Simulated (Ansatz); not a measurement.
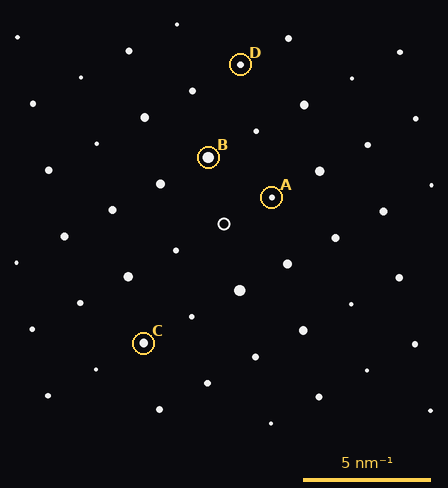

The pattern is a kinematic simulation for 200 kV electrons (no multiple scattering; isotropic B = 0.3 Å²). The zone axis points towards the electron source and the pattern is seen from the source side.

Cl, space group R-3m (No. 166), a = 4.448 Å, c = 13.898 Å (hexagonal axes). Structure: the end point of a relaxation with DFT PBE, scalar-relativistic, plane waves, PAW (Ansatz 0.2.0); the starting structure was generated, so it need not be a known form of this composition.

```csv
atom,site,symmetry,x,y,z
Cl,6c,3m,0.0000,0.0000,0.0723
```

Spot A is indexed 0 0 -3 and spot B 0 1 -1.

Index the other marked spots.

C = −2A − B = 0 -1 7 (d = 1.765 Å). D = A + 2B = 0 2 -5 (d = 1.583 Å).

Give [uvw].

The cross product of A and B is parallel to [100]; every spot obeys hu + kv + lw = 0.

What are the spacings of A and B and the angle between them?

d(A) = 4.633 Å, d(B) = 3.712 Å, and the angle is 74.5°.
